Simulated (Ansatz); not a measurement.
**Where N_O puts its levels in the gap of MgO (Fm-3m)**

Wanted: the transition levels of a substitutional impurity in MgO (Fm-3m), from a cell of 54 host atoms with 1 O taken out and 1 N put in.

Calculated with Ansatz 0.2.0; place-levels on r2SCAN runs: charge-transition levels and formation energies with image-charge correction and potential alignment at the atomic sites.

Experimental background.

“Electronic structure of alkaline earth and post-transition metal oxides” (2009, arxiv:0908.1581) quotes from earlier work for MgO, rocksalt (bulk crystal): band gap (literature experimental gap) 7.83 eV [Literature value based on experiment; other listed experimental values range from 7.7 to …].

## Step 1: The structure

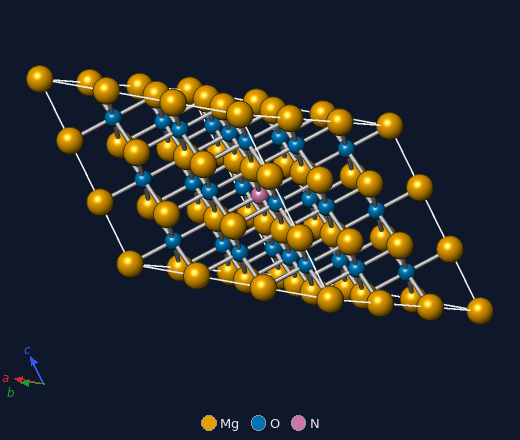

Start, viewed from a free direction; magnesium orange, oxygen blue, nitrogen pink. Bonds to atoms that aren't drawn are left out. Some periodic images of atoms are drawn too.

The cell holds 54 atoms: 27 Mg, 26 O and 1 N. Cell: a = 8.919 Å, b = 8.919 Å, c = 8.919 Å, α = 60.0°, β = 60.0°, γ = 60.0°. It derives from MgO (space group Fm-3m). Nearest the centre at fractional (0.500, 0.500, 0.500): N28 at 0.00 Å, Mg47 at 2.10 Å, Mg51 at 2.10 Å, Mg35 at 2.10 Å, Mg45 at 2.10 Å, Mg29 at 2.10 Å, Mg33 at 2.10 Å, O26 at 2.97 Å.

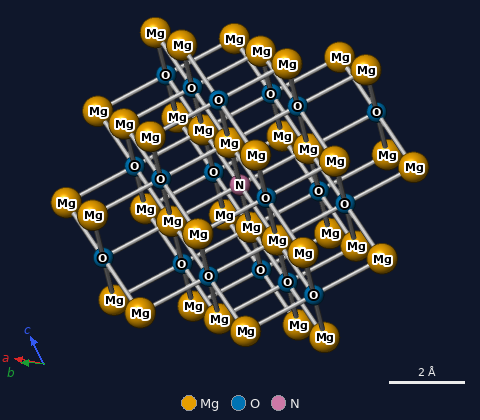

The atoms within 5 Å of the centre.

Coordinates:

```xyz
54
Lattice="0.0000 6.3066 6.3066 6.3066 0.0000 6.3066 6.3066 6.3066 0.0000" Properties=species:S:1:pos:R:3 pbc="T T T"
Mg    0.0000    0.0000    0.0000
O     2.1022    2.1022    2.1022
Mg    2.1022    2.1022    0.0000
O     4.2044    4.2044    2.1022
Mg    4.2044    4.2044    0.0000
O     6.3066    6.3066    2.1022
Mg    2.1022    0.0000    2.1022
O     4.2044    2.1022    4.2044
Mg    4.2044    2.1022    2.1022
O     6.3066    4.2044    4.2044
Mg    6.3066    4.2044    2.1022
O     8.4088    6.3066    4.2044
Mg    4.2044    0.0000    4.2044
O     6.3066    2.1022    6.3066
Mg    6.3066    2.1022    4.2044
O     8.4088    4.2044    6.3066
Mg    8.4088    4.2044    4.2044
O    10.5110    6.3066    6.3066
Mg    0.0000    2.1022    2.1022
O     2.1022    4.2044    4.2044
Mg    2.1022    4.2044    2.1022
O     4.2044    6.3066    4.2044
Mg    4.2044    6.3066    2.1022
O     6.3066    8.4088    4.2044
Mg    2.1022    2.1022    4.2044
O     4.2044    4.2044    6.3066
Mg    4.2044    4.2044    4.2044
N     6.3066    6.3066    6.3066
Mg    6.3066    6.3066    4.2044
O     8.4088    8.4088    6.3066
Mg    4.2044    2.1022    6.3066
O     6.3066    4.2044    8.4088
Mg    6.3066    4.2044    6.3066
O     8.4088    6.3066    8.4088
Mg    8.4088    6.3066    6.3066
O    10.5110    8.4088    8.4088
Mg    0.0000    4.2044    4.2044
O     2.1022    6.3066    6.3066
Mg    2.1022    6.3066    4.2044
O     4.2044    8.4088    6.3066
Mg    4.2044    8.4088    4.2044
O     6.3066   10.5110    6.3066
Mg    2.1022    4.2044    6.3066
O     4.2044    6.3066    8.4088
Mg    4.2044    6.3066    6.3066
O     6.3066    8.4088    8.4088
Mg    6.3066    8.4088    6.3066
O     8.4088   10.5110    8.4088
Mg    4.2044    4.2044    8.4088
O     6.3066    6.3066   10.5110
Mg    6.3066    6.3066    8.4088
O     8.4088    8.4088   10.5110
Mg    8.4088    8.4088    8.4088
O    10.5110   10.5110   10.5110
```

Screening for the image-charge correction: ε∞ = 3.23, ε0 = 10.09, from a response run on this crystal (DFPT, PBEsol) at that run's own cell.

The cell's shortest repeat is 8.9 Å.

## Step 2: Charge states

Levels follow from differences of total energies between charge states, each relaxed by itself.

Each atom starts 0.05 Å or so off its site in a random direction: a symmetric start keeps its symmetry, and would miss off-centre moves and Jahn–Teller distortions. Forces are taken at one point at (¼, ¼, ¼). The cell holds 1 electron more than the neutral one, with a uniform background that keeps it neutral on the whole.

The sampling was tested on the host first: at the k-points planned (1x1x1 shifted 0.25 0.25 0.25) its energy lies 0.020 eV an atom from the dense-mesh value, under the bound of 0.02 eV set for this test; that bounds the host's error, not the defect's.

One of the inputs; charge, spin and start change from state to state.

The input, qm1.relax/input.yaml:

```yaml
crystal:
  lattice:
    - [0.0, 2.10219755, 2.10219755]
    - [2.10219755, 0.0, 2.10219755]
    - [2.10219755, 2.10219755, 0.0]
  atoms:
    - { symbol: Mg, position: [0.0, 0.0, 0.0] }
    - { symbol: O, position: [0.5, 0.5, 0.5] }
  supercell: [3, 3, 3]
  defects: [{ substitution: { at: 27, symbol: "N" } }]
total_charge: -1
basis:
  ecutwfc: 500
  xc_grid: 2
hamiltonian:
  xc: r2scan
kpoints:
  mp_grid: { grid: [1, 1, 1], shift: [0.25, 0.25, 0.25] }
scf:
  occupations: { method: fixed }
  max_iter: 100
output:
  forces: true
  charged_corrections: { epsilon: 3.23, static_epsilon: 10.09 }
relax:
  f_tol: 0.02
  max_steps: 80
  random_displacement: { amplitude: 0.05, seed: 7894 }
checkpoint:
  write: "../qm1.relax.run"
  compress: false
  write_wavefunctions: true
  write_every: 100000
```

Run with:

```bash
ansatz run input.yaml --threads 4 --pin off --max-ram 7536MiB --backend cpu --events-out ev --progress --plain --runs-dir out
```

The relaxed structure is kept and the sampling changed to a 2×2×2 shifted mesh.

The run of this state that the levels use, under r2SCAN:

The input, qm1.point/input.yaml:

```yaml
crystal:
  checkpoint: "../qm1.relax.run"
  host: checkpoint
total_charge: -1
basis:
  ecutwfc: 500
  xc_grid: 2
hamiltonian:
  xc: r2scan
kpoints:
  mp_grid: { grid: [2, 2, 2], shift: [0.5, 0.5, 0.5] }
scf:
  occupations: { method: fermi_dirac, width: 0.01 }
  max_iter: 100
output:
  forces: true
  eigenvalues: true
  charged_corrections:
    epsilon: 3.23
    static_epsilon: 10.09
    defect_position: [0.5, 0.5, 0.5]
  eigenstates: { localisation: true }
  populations: true
  band_densities: [{ bands: [v1, v1] }, { bands: [c1, c1] }]
  write_density: true
  write_potential: true
  volumetric_format: npy
  elf: true
checkpoint:
  read: "../qm1.relax.run"
  write: "../qm1.point.run"
  compress: false
  write_wavefunctions: false
  write_every: 100000
```

Relaxations under r2SCAN at one point at (¼, ¼, ¼); times on 4 threads of Arm Neoverse V1, shared host:

| charge | moment (μB) | occupations | outcome | steps | largest displacement against the far atoms (Å) | time |
| --- | --- | --- | --- | --- | --- | --- |
| −1 | 0 | fixed | converged | 4 | 0.05 | 52 s |
| 0 | 1 | fixed | converged | 12 | 0.06 | 6 min |

Single points under r2SCAN at a 2×2×2 shifted mesh; times on 4 threads of Arm Neoverse V1, shared host:

| charge | moment (μB) | occupations | outcome | time |
| --- | --- | --- | --- | --- |
| −1 | 0 | fermi-dirac | converged | 67 s |
| 0 | 1 | fermi-dirac | converged | 3.7 min |

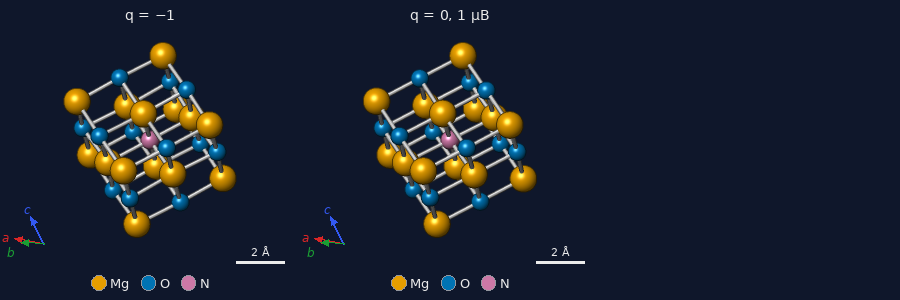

The structures near the centre after relaxation with r2SCAN, by charge.

Distances (Å) from N28 to the nearest atoms after relaxation with r2SCAN:

| charge | moment (μB) | 1. | 2. | 3. | 4. | 5. | 6. |
| --- | --- | --- | --- | --- | --- | --- | --- |
| −1 | 0 | Mg 2.05 | Mg 2.05 | Mg 2.05 | Mg 2.05 | Mg 2.05 | Mg 2.05 |
| 0 | 1 | Mg 2.12 | Mg 2.12 | Mg 2.12 | Mg 2.12 | Mg 2.14 | Mg 2.14 |

## Step 3: Levels against the band edges, r2SCAN

A charged cell interacts with its images and the background, and its potential has another zero than the host's. place-levels removes the first by a point-charge model, screened by the static dielectric constant since the ions have relaxed around the charge, and the second by comparing potentials at atoms far from the defect.

The host is a run of the defect-free crystal in the same cutoffs, grids and k-points, so that basis and sampling errors cancel in part in the differences. The host is run in a cell of 2 atoms on a matching mesh. Its band edges are searched through the zone by a band path, so the gap is smaller than, or equal to, that on the mesh. Chemical potentials are energies per atom of O (O2 molecule) and N (N2 molecule), run with the same functional and cutoff.

The input, levels.point.yaml:

```yaml
host:
  run: host.point.run
states: [qm1.point.run, q0_M1.point.run]
geometry_from:
  qm1.point.run: qm1.relax.run
  q0_M1.point.run: q0_M1.relax.run
chemical_potentials:
  O:
    energy: -565.983079
    dataset: "<sha256 of the dataset>"
  "N":
    energy: -384.812052
    dataset: "<sha256 of the dataset>"
epsilon: 3.23
static_epsilon: 10.09
vertical:
  - { from: qm1.point.run, to: qm1.point_neutral.run }
```

Run with:

```bash
ansatz place-levels levels.point.yaml -- --threads 4 --pin off --max-ram 7536MiB
```

Numbers of over 12 decimals in the logs are rounded to 6 here.

What it wrote:

```text
[... repeated set-up lines and file paths are left out, and long positions are rounded to six places ...]
(0/-1) 1.776 eV above the valence edge, 3.908 eV under the conduction edge
formation energy of charge 0: +6.106 eV with the Fermi level at the valence edge
formation energy of charge -1: +7.882 eV with the Fermi level at the valence edge
vertical -1 to 0: no energy, since no alignment is typed
  the change from vertical[0].from (qm1.point.run) to vertical[0].to (qm1.point_neutral.run): by its potential at epsilon 3.23 it stands at 0.500 0.501 0.500, with an rms radius of about 1.1 Å (0.6 0.7 0.6 Å across the planes of the cell's vectors); [...]
  edges by r2scan, gap 5.684 eV; the host is sampled to repeats of 17.84 Å
  the defect's cells are sampled to repeats of 17.84 Å, like sampling
  charge 0: +0.000 eV for its dipole among its images, +0.000 omitted
  charge -1: -67258.2057 eV with its correction of +0.267 eV, at epsilon 10.09, aligned at sites: -0.0072 eV, mean over 21 atomic sites at or beyond 4.46 Å from the defect at [0.5000, 0.5000, 0.5000], with +0.000000 for the charge's moments and without [...]
  of states[1] (q0_M1.point.run): its alignment with the host at atomic sites is doubtful: the cell is too small to show whether the defect's potential has decayed: take a larger one; stability_check_not_made
  of states[0] (qm1.point.run): its alignment with the host at atomic sites is doubtful: the cell is too small to show whether the defect's potential has decayed: take a larger one
  of vertical[0].to (qm1.point_neutral.run): stability_check_not_made
```

Wall time 0.24 s (4 threads of Arm Neoverse V1, shared host).

Levels between the charges placed, in eV above the valence top:

|  | gap (eV) | (0/−1) |
| --- | --- | --- |
| r2SCAN | 5.68 | 1.78 |

Corrections by state:

| charge | moment (μB) | image terms and alignment (eV) | band filling (eV) | ε used | over the lowest of its charge, as the program ranks them, band filling apart (eV) |
| --- | --- | --- | --- | --- | --- |
| 0 | 1.0 | 0.000 | - | - | 0.000 |
| −1 | 0.0 | 0.267 | - | 10.09 | 0.000 |

The charged structures listed were also run neutral, and place-levels reads from each pair, by the potential or the spins, how wide the charge is by which they differ; that can be the carrier of either run.

| charge | rms radius (Å) | spread where it is widest against the cell (Å) | wide from (Å) | reading |
| --- | --- | --- | --- | --- |
| −1 | 1.1 | 0.69 | 1.26 | narrow |

The neutral runs of these pairs need not share the spin of the lowest neutral state, and very wide values only mean spread over the cell.

From the program's caveats on the states, each cut to its opening words:

- charge 0 (1 μB), −1: its alignment with the host at atomic sites is doubtful: the cell is too small to show whether the defect's potential has decayed: take a larger one
- charge 0 (1 μB): flagged: stability check not made

The host's formation energy from the elements is -2.971 eV per atom; it sets how far the chemical potentials can move.

Limit set by the element alone; other compounds of these elements are not counted. Chemical potentials from the elements' reference states: Mg 0.00 eV, O -5.94 eV, N 0.00 eV. Formation energies (Mg-rich), with the Fermi level at the valence top and at the conduction bottom (gap 5.68 eV):

| charge | at valence top (eV) | at conduction bottom (eV) | correction included (eV) |
| --- | --- | --- | --- |
| 0 | 0.16 | 0.16 | 0.00 |
| −1 | 1.94 | -3.75 | 0.27 |

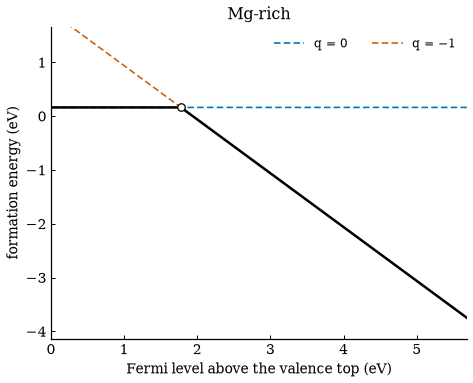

Formation energy against Fermi level; the thick line follows the lowest charge state and circles mark the transition levels.

Limit set by the element alone; other compounds of these elements are not counted. Chemical potentials from the elements' reference states: O 0.00 eV, Mg -5.94 eV, N 0.00 eV. Formation energies (O-rich), with the Fermi level at the valence top and at the conduction bottom (gap 5.68 eV):

| charge | at valence top (eV) | at conduction bottom (eV) | correction included (eV) |
| --- | --- | --- | --- |
| 0 | 6.11 | 6.11 | 0.00 |
| −1 | 7.88 | 2.20 | 0.27 |

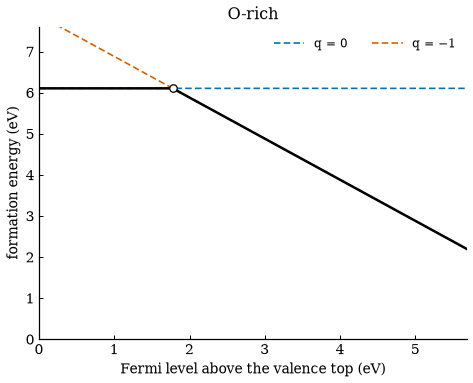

Formation energy against Fermi level; the thick line follows the lowest charge state and circles mark the transition levels.

## Step 4: The same at the relaxations' own k-points

The relaxations' own energies give the levels at their sampling, for comparison.

The input, levels.relax_mesh.yaml:

```yaml
host:
  run: host.relax.run
states: [qm1.relax.run, q0_M1.relax.run]
chemical_potentials:
  O:
    energy: -565.983079
    dataset: "<sha256 of the dataset>"
  "N":
    energy: -384.812052
    dataset: "<sha256 of the dataset>"
```

Run with:

```bash
ansatz place-levels levels.relax_mesh.yaml -- --threads 4 --pin off --max-ram 7536MiB
```

What it wrote:

```text
(0/-1) 1.877 eV above the valence edge, 3.788 eV under the conduction edge
formation energy of charge 0: +6.034 eV with the Fermi level at the valence edge
formation energy of charge -1: +7.911 eV with the Fermi level at the valence edge
  edges by r2scan, gap 5.666 eV; the host is sampled to repeats of 8.92 Å
[... the lines on each state left out ...]
```

Wall time 0.1 s (4 threads).

Levels between neighbouring charges, in eV above the valence top:

|  | gap (eV) | (0/−1) |
| --- | --- | --- |
| one point at (¼, ¼, ¼) | 5.67 | 1.88 |
| a 2×2×2 shifted mesh | 5.68 | 1.78 |

Going from one point at (¼, ¼, ¼) to a 2×2×2 shifted mesh moves the levels that carry no band-filling term by up to 0.10 eV and formation energies against the elements by up to 0.07 eV.

## Step 5: A changed set-up

In this try the input is made faulty on purpose, to show what that does.

Another version of the file is tried.

levels.try0.yaml is levels.point.yaml with these lines changed:

```diff
+defect_position:
+  qm1.point.run: [0.0, 0.0, 0.0]
```

Run with:

```bash
ansatz place-levels levels.try0.yaml -- --threads 4 --pin off --max-ram 7536MiB
```

What it wrote:

```text
Error: states: the alignment at the far atoms does not stand for every charged run (states[0] (qm1.point.run): no potential alignment: what the cell's atoms and the host's sites leave over but for strayed atoms and the sites that these left (strays included: [...]
```

The change: the charge placed away from the defect.

The command refused this file.

## Step 6: Summary of results

```
gap of the host                                                          : 5.68 eV (r2SCAN)
level (0/minus 1)                                                        : 1.78 eV above the valence top
lowest of the charges placed, just above the valence top (0.02 eV)       : 0
lowest of the charges placed, just below the conduction bottom (0.02 eV) : −1
lowest formation energy at mid-gap of the charges run, Mg-rich           : -0.90 eV
lowest formation energy at mid-gap of the charges run, O-rich            : 5.04 eV
```

**Reading.** Of the charges placed (−1 and 0), the lowest changes at 1.78 eV (0/−1) above the valence top, in a gap of 5.68 eV. Charges above 0 and below −1 were not placed, so these runs say nothing of levels that involve them. States placed: 0 at 1 μB; −1 at 0 μB. Other spin states or structures, where not listed, weren't placed. N is taken at its element; compounds, which aren't counted here, bound the chemical potentials and would shift these formation energies. Going from one point at (¼, ¼, ¼) to a 2×2×2 shifted mesh moves the levels that carry no band-filling term by up to 0.10 eV and formation energies against the elements by up to 0.07 eV. The program doubts the alignment of potentials for at least one state, a sign that the cell is small. Limits: the images are only 8.9 Å apart; r2SCAN makes the gap too small and tends to spread out bound carriers; where a gas molecule sets a chemical potential or the host's formation energy, its binding is uncorrected.

Comparison with the measured values:

| quantity | measured | r2SCAN |
| --- | --- | --- |
| band gap (least gap of the host) (eV) | 7.83 | 5.68 (-2.15 eV) |

Measured values from arxiv:0908.1581 (2009).

**Verdict.** The band gap is off by -2.15 eV: a clear miss. Local and semilocal functionals usually give gaps below the measured ones. Zero-point and thermal motion shift the measured gap.

[Logs are printed without paths, hosts, clocks, repeated set-up lines and the standing remarks that a program may print on its own settings, such as how far it seeks lower states.]

[Hosts, paths, dates, database ids (printed as entryN), source tags and the programs' standing remarks are cut or masked in the printed files.]

[Where a table of states has a column of steps, it counts the stored structures, which are thinned; the runs took as many ionic steps or more.]

[A defect's name tells the site on which it was built; relaxed atoms can leave that site.]

[For some hosts the program warned that the k-mesh of the response run may be too coarse for force constants and the static dielectric constant; such warnings are not shown here.]
